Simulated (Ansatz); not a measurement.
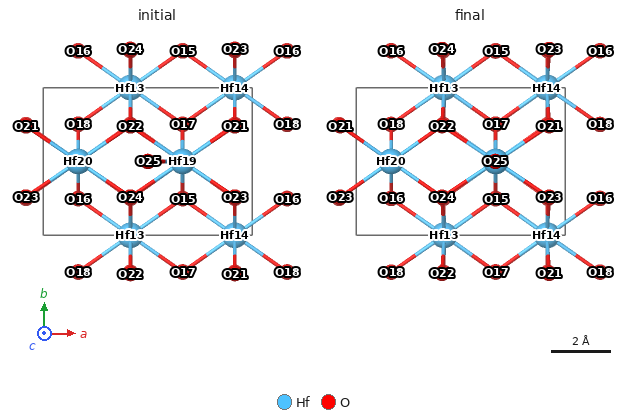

The structure of a slab of composition Hf8O17 (cut from the Fm-3m phase) before (left) and after (right) a constrained relaxation, at one scale.

Style: ball-and-stick. Shown: the cell of the calculation, outlined in the plane, without the vacuum (origin shifted), along the c axis.

Case: 1 O a cell, anchor, over a hollow O-O-Hf site. The slab is the (1 1 0) face of HfO2 with O on it. 12 atoms are held fixed.

Method: Ansatz, DFT PBE+D3(BJ), scalar-relativistic, plane waves, PAW.

Input
```yaml
crystal:
  lattice:
    - [7.174141898, 0.0, 0.0]
    - [0.0, 5.0728843852, 0.0]
    - [0.0, 0.0, 23.3806064235]
  atoms:
    - { symbol: Hf, position: [0.25, 0.5, 0.3421639223] }
    - { symbol: Hf, position: [0.75, 0.5, 0.3421639223] }
    - { symbol: O, position: [0.5, 0.75, 0.3421639223] }
    - { symbol: O, position: [0.0, 0.75, 0.3421639223] }
    - { symbol: O, position: [0.5, 0.25, 0.3421639223] }
    - { symbol: O, position: [0.0, 0.25, 0.3421639223] }
    - { symbol: Hf, position: [0.5, 0.0, 0.4188743139] }
    - { symbol: Hf, position: [0.0, 0.0, 0.4188743139] }
    - { symbol: O, position: [0.75, 0.25, 0.4188743139] }
    - { symbol: O, position: [0.25, 0.25, 0.4188743139] }
    - { symbol: O, position: [0.75, 0.75, 0.4188743139] }
    - { symbol: O, position: [0.25, 0.75, 0.4188743139] }
    - { symbol: Hf, position: [0.75, 0.5, 0.5042016817] }
    - { symbol: Hf, position: [0.25, 0.5, 0.5042016817] }
    - { symbol: O, position: [0.0, 0.7477188689, 0.4971746255] }
    - { symbol: O, position: [0.5, 0.7477188689, 0.4971746255] }
    - { symbol: O, position: [0.0, 0.2522811311, 0.4971746255] }
    - { symbol: O, position: [0.5, 0.2522811311, 0.4971746255] }
    - { symbol: Hf, position: [0.0, 0.0, 0.5645820386] }
    - { symbol: Hf, position: [0.5, 0.0, 0.5645820386] }
    - { symbol: O, position: [0.25, 0.2406993023, 0.5752541015] }
    - { symbol: O, position: [0.75, 0.2406993023, 0.5752541015] }
    - { symbol: O, position: [0.25, 0.7593006977, 0.5752541015] }
    - { symbol: O, position: [0.75, 0.7593006977, 0.5752541015] }
    - { symbol: O, position: [0.8333333333, 0.0, 0.6590842625], spin: 2.0 }
basis:
  ecutwfc: 420
kpoints:
  mp_grid: { grid: [2, 3, 1] }
hamiltonian:
  xc: pbe
  dispersion: d3bj
scf:
  occupations: { method: gaussian, width: 0.05 }
output:
  forces: true
  eigenvalues: true
  populations: true
  write_density: true
  write_potential: true
  elf: true
  volumetric_format: npy
magnetization:
  spin_polarized: true
relax:
  adjacent_minimum: "off"
  f_tol: 0.04
  max_steps: 100
  constraints: [{ sites: [0, 1, 2, 3, 4, 5, 6, 7, 8, 9, 10, 11] }]
efield:
  axis: 3
  dipole_correction: true
  ramp_width: 0.04
```

Run as
```bash
ansatz run input.yaml --threads 8 --pin off --max-ram 20480MiB --backend cpu --events-out ev --progress --plain --runs-dir out
```

Describe what moved and what it gained.

Over 9 geometry steps the energy falls by 0.791 eV per cell of the calculation. Largest force component: 2.5 eV/Å at the start, 0.032 eV/Å at the end. The atom that moves furthest is O25 (1.19 Å within the plane). By element the largest moves are O 1.19 Å, Hf 0.18 Å. The cell doesn't change. Some distances before and after: Hf19–O25 2.512 → 2.025 Å, Hf8–Hf19 3.407 → 3.585 Å, O15–Hf19 2.030 → 2.176 Å, Hf13–Hf19 3.412 → 3.481 Å. Bond angles that change, for instance: Hf8–O17–Hf19 106.0° → 108.8°, Hf14–O21–Hf19 104.9° → 107.4°. The run took 11 min on 8 threads of Arm Neoverse V1, with other jobs on the host, peak memory 4.4 GiB.

Limits of the set-up: the k-point mesh is coarse for a cell with partly filled bands; the periodic images lie only 5.1 Å apart, so the values are limited by the cell's size.
